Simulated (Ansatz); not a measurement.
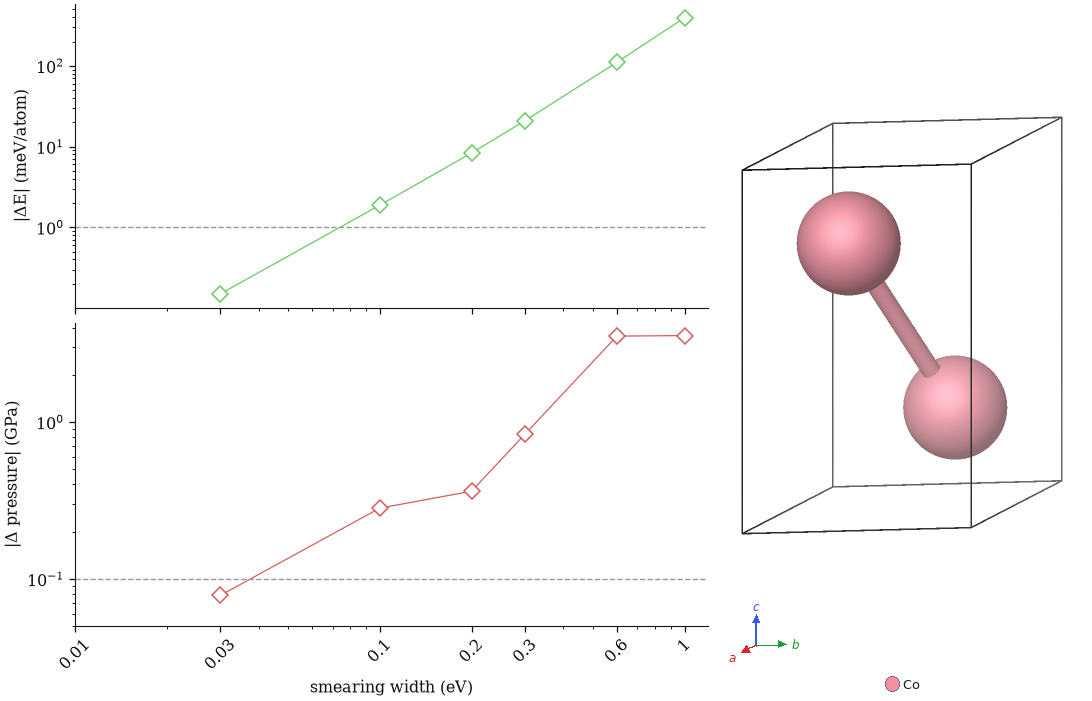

Beside the plot: the structure in its conventional cell.

One cell, run at 7 values of the smearing width.
The run: Co (P6_3/mmc, 2 atoms in the cell), by DFT, LDA (PW92), plane waves (420 eV) with PAW, scalar-relativistic in Ansatz; 15×15×8 k-mesh, collinear spins, Gaussian smearing.
ΔE is the free energy less its value at the smallest setting, 0.01 eV.
Dashed lines or grey bands mark the tolerance: 1 meV/atom and 0.1 GPa.
On logarithmic panels, open markers lie below the reference value and filled ones above.

From which setting is the free energy converged to 1 meV/atom?

The free energy is within 1 meV/atom of the smallest setting's value from 0.03 eV down. It is off by 390 meV/atom at 1 eV, 21 meV/atom at 0.3 eV and 1.9 meV/atom at 0.1 eV (always below it). The free energy falls with the width because it holds the −TS term of the fractional occupations.

And the pressure, to 0.1 GPa?

The pressure is within 0.1 GPa of the smallest setting's value from 0.03 eV down. It is off by 3.6 GPa at 1 eV, 0.84 GPa at 0.3 eV and 0.28 GPa at 0.1 eV (always below it).
